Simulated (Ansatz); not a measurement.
The calculation's input:

```
crystal:
  lattice:
    - [0.0, 1.861725, 1.8346125]
    - [1.861725, 0.0, 1.8346125]
    - [1.861725, 1.861725, 0.0]
  atoms:
    - { symbol: Cu, position: [0.0, 0.0, 0.0] }
basis:
  ecutwfc: 650.0
kpoints:
  mp_grid: { grid: [22, 22, 22] }
hamiltonian:
  xc: pbe
scf:
  occupations: { method: gaussian, width: 0.15 }
output:
  forces: true
  stress: true
  eigenvalues: true
  write_density: true
  write_potential: true
  elf: true
  volumetric_format: npy
```

Command:

```sh
ansatz run input.yaml --threads 1 --pin off --max-ram 2560MiB --backend cpu --events-out ev --progress --plain --runs-dir out
```

Below, planes, directions and counts refer to the conventional cell (a = 2.63 Å, b = 2.63 Å, c = 3.67 Å, α = 90.00°, β = 90.00°, γ = 90.00°).

Space group I4/mmm; changed on purpose from its base cell (strain +0.030 along x and y, +0.015 along z, atoms carried along); computed pressure about −7 GPa in this cell; computed without spin polarisation.

The calculation used Ansatz, DFT PBE, scalar-relativistic, plane waves, PAW.

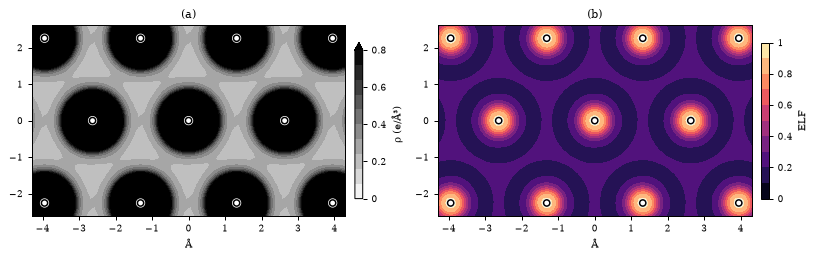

Cu. (a) valence charge density (pseudo); (b) electron localisation function on the (101̄) plane of the conventional cell. Circles mark the nuclei in the plane (Cu).

In a PAW calculation such maps are meaningful between the atoms, not at the nuclei.

Q: Describe what can be read from this map.

A: The section cuts through Cu sites.
Cu–Cu (2.61 Å): ρ at the midpoint is about 0.26 e/Å³; the ELF is about 0.20 at the midpoint: no localised pair shows between them.
Between the atoms the lowest density in this plane is 0.19 e/Å³.
The features right at Cu lie inside the PAW spheres, where the map follows smoothed inner orbitals and isn't to be read closely.
